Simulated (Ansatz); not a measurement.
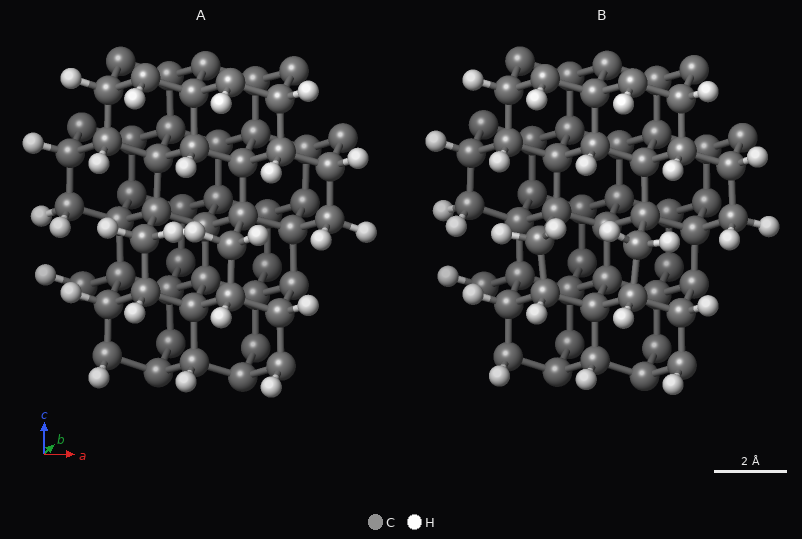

Two geometries of a wire of composition C84H46, drawn at one scale. One is the start of a relaxation, the other its converged end. Style: ball-and-stick. Shown: the atoms within 5.8 Å of the atom that moves most (axes of the cell of the calculation, with the vacuum cut short (origin shifted)), slightly off an axis.

These are results of DFT, PBEsol, PAW, plane waves (Ansatz 0.2.0), not measurements. (plane-wave cutoff 420 eV; k-point mesh 1 × 1 × 3; no spin polarisation; atoms relaxed in a fixed cell; force threshold 0.03 eV/Å; at most 80 steps)

### Which geometry has the lower energy?

Structure B is the relaxed one. The atom that moves furthest relative to the layer's centre is an H atom (0.54 Å). Largest moves by element: H 0.54 Å, C 0.19 Å. The cell stays as it was. Among the contacts that change: H–H 0.606 → 1.557 Å, C–H 1.204 → 1.090 Å, C–H 1.181 → 1.090 Å, C–C 1.607 → 1.529 Å. Bonds break, among them: H–H (0.61 → 1.56 Å). Among the angles between lasting bonds that change: C–C–H 106.1° → 113.9°, H–C–H 110.3° → 103.2°, C–C–H 113.7° → 106.8°. The energy falls by 11.290 eV per cell of the calculation in 5 geometry steps. The largest force component goes from 13 to 0.0025 eV/Å. Cost: 13 s on 1 × NVIDIA GB200 with 8 threads of Arm Neoverse-V2, peak memory 2.5 GiB.
